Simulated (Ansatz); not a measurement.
Start from this file.

```cif
data_structure
_symmetry_space_group_name_H-M 'C 2'
_symmetry_Int_Tables_number 5
_cell_length_a 8.7394
_cell_length_b 5.0457
_cell_length_c 5.3111
_cell_angle_alpha 90.000
_cell_angle_beta 123.264
_cell_angle_gamma 90.000
_cell_volume 195.83
loop_
_atom_site_label
_atom_site_type_symbol
_atom_site_symmetry_multiplicity
_atom_site_Wyckoff_symbol
_atom_site_fract_x
_atom_site_fract_y
_atom_site_fract_z
_atom_site_occupancy
Ti1 Ti 4 c 0.65144 0.00000 0.95432 1
Ti2 Ti 4 c 0.19732 0.30268 0.50000 1
Ti3 Ti 2 a 0.50000 0.50000 0.00000 1
Si1 Si 2 b 0.00000 0.89465 0.50000 1
```

Q: Interpret the file: composition, symmetry and coordination.

A: The formula is Ti₅Si. Space group: C2 (No. 5). Lattice: base-centred monoclinic. Cell content 10 Ti, 2 Si; Z = 2.

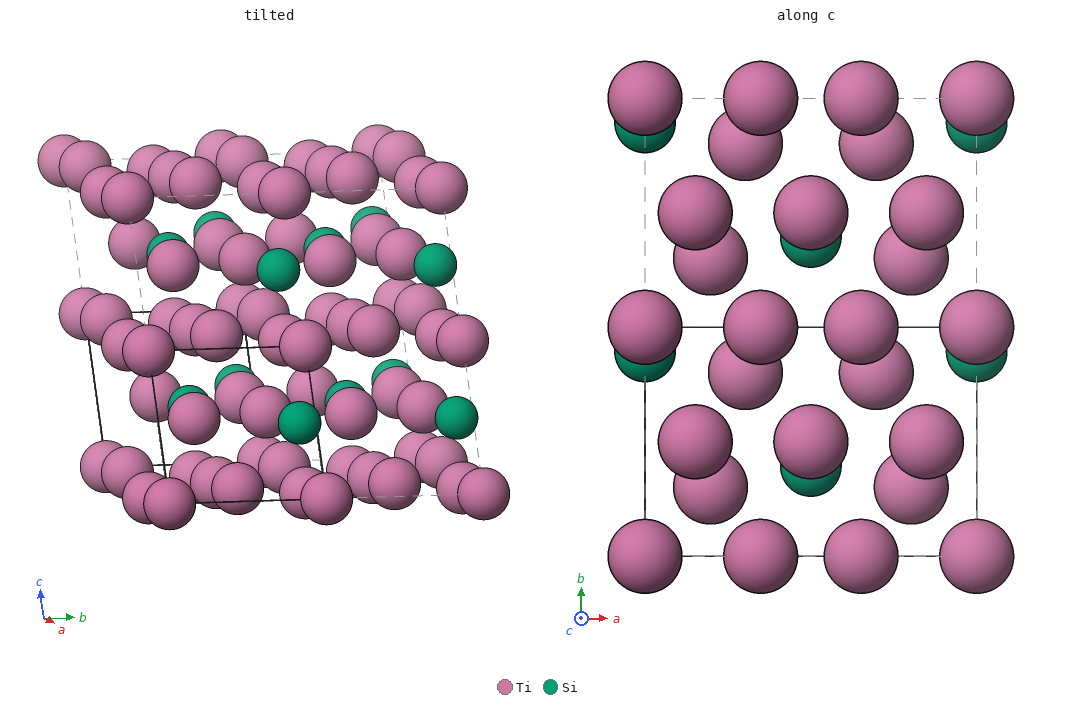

Crystal structure, spheres-only style, seen slightly off an axis and along the c axis. The solid frame is a single conventional unit cell within a 1×2×2 block. Colours: titanium pink, silicon teal.

The initial geometry was a structure listed in the Materials Project. Earlier steps of the study, as a rule a relaxation of our own, may have changed the cell and positions, so they can lie some per cent off the listed ones. Ansatz was used for an electronic-structure calculation on it.

At this level of theory the run's own cell isn't at rest (forces up to 0.6 eV/Å), so its distances can differ from those at equilibrium, the more so the softer the solid.
